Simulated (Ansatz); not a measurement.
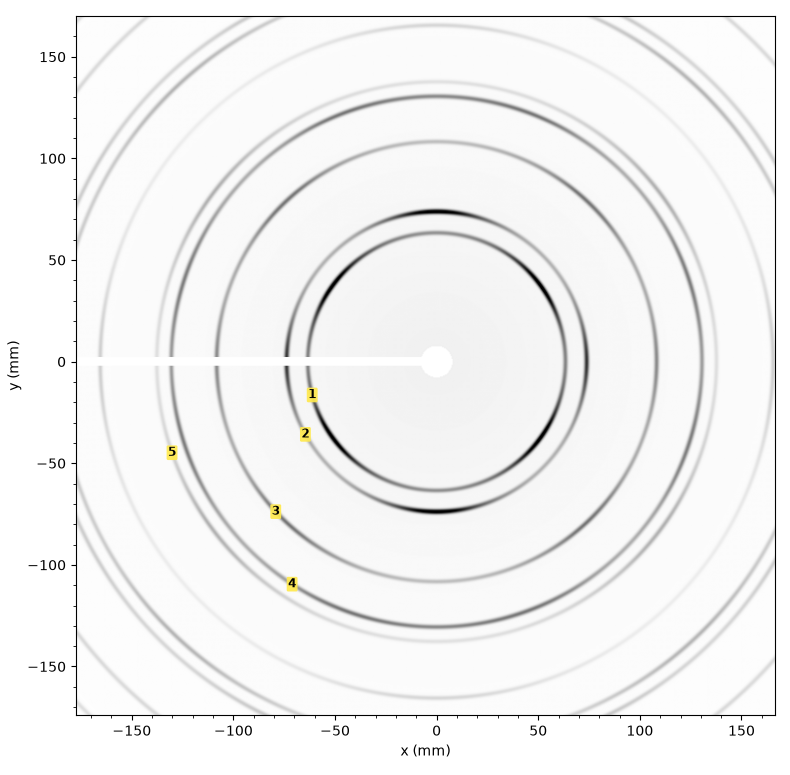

Simulated X-ray powder rings on a flat area detector normal to the beam: λ = 0.7107 Å, sample-to-detector distance 240 mm, axes in mm from the beam centre, for a sample with fibre texture (March–Dollase model, fibre axis vertical in the picture). Kinematic intensities with B = 0.8 Å² for all atoms, without absorption; brightness goes as intensity to the power 0.6, clipped at the top. Reflections closer than the ring width show as one ring.

The sample is Sn, space group Fm-3m, a = 4.781 Å, b = 4.781 Å, c = 4.781 Å, α = 90.00°, β = 90.00°, γ = 90.00°. It is based on the input geometry of an electronic-structure calculation (not necessarily at equilibrium); the starting structure was generated, so it need not be a known form of this composition.

**Give radius, d-spacing and indices of the numbered rings.**

```
ring    radius  2θ (°)  d (Å)  hkl
   1   63.4 mm   14.79   2.76  111
   2   73.8 mm   17.10   2.39  200
   3  108.2 mm   24.27  1.690  220
   4  130.6 mm   28.55  1.441  311
   5  137.7 mm   29.84  1.380  222
```

**Which lattice planes lie preferentially normal to the fibre axis?**

The (2 0 0) planes: ring 2 is concentrated at the top and bottom of the pattern (March parameter 0.35).
